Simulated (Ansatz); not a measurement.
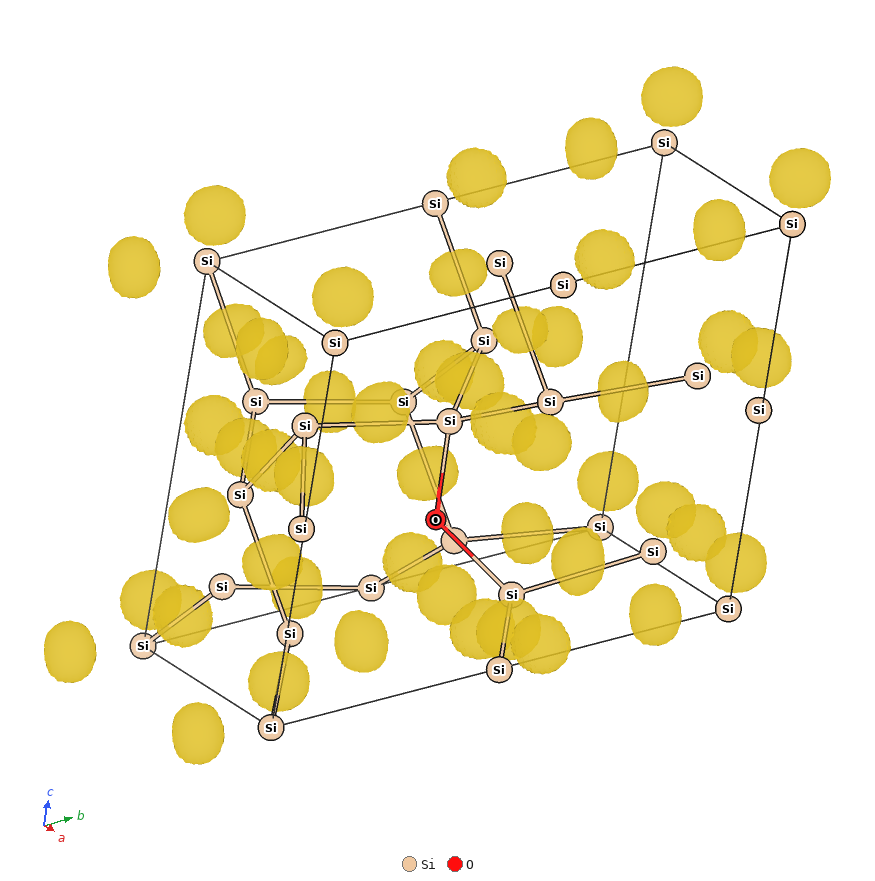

Si16O (cell with a defect). Isosurface of the ELF at 0.9 (yellow), seen slightly off an axis. Core shells and regions of very low density are left out. Sticks mark near contacts.

PAW files of the earlier set (soft_1); the program warned that a starting moment wasn't kept; spin-polarised, but the moments vanished.

Method: DFT LDA, scalar-relativistic, plane waves, PAW in Ansatz.

Core electrons are frozen (PAW), and the valence fields are smoothed inside the atomic spheres.

```
CELL_PARAMETERS angstrom
0.00000 5.43000 5.43000
5.43000 0.00000 5.43000
5.43000 5.43000 0.00000
ATOMIC_POSITIONS crystal
Si 0.99730 0.99990 0.99993
Si 0.10906 0.12203 0.14020
Si 0.98935 0.99644 0.51560
Si 0.12801 0.12211 0.62539
Si 0.00232 0.49797 0.99772
Si 0.13591 0.62573 0.10987
Si 0.01629 0.49630 0.48533
Si 0.12252 0.62292 0.62844
Si 0.48289 0.97297 0.04828
Si 0.62243 0.12891 0.12461
Si 0.50285 0.00110 0.50018
Si 0.61619 0.08603 0.67693
Si 0.50912 0.50391 0.94789
Si 0.63713 0.61578 0.07857
Si 0.48780 0.45662 0.54681
Si 0.64251 0.62927 0.57657
O 0.56168 0.43845 0.31279
```

### What do the ELF domains correspond to?

The surface consists of 31 regions between bonded Si–Si atoms (shared pairs), counted in one cell of 17 atoms. Regions shared between cells count once. Along the contacts the grid gives the following. Si–O (1.65 Å): the ELF peaks at about 0.85 between the atoms: a shared but strongly polarised pair. Si–Si (2.31 Å): the ELF peaks at about 0.95 between the atoms: a covalent bond.
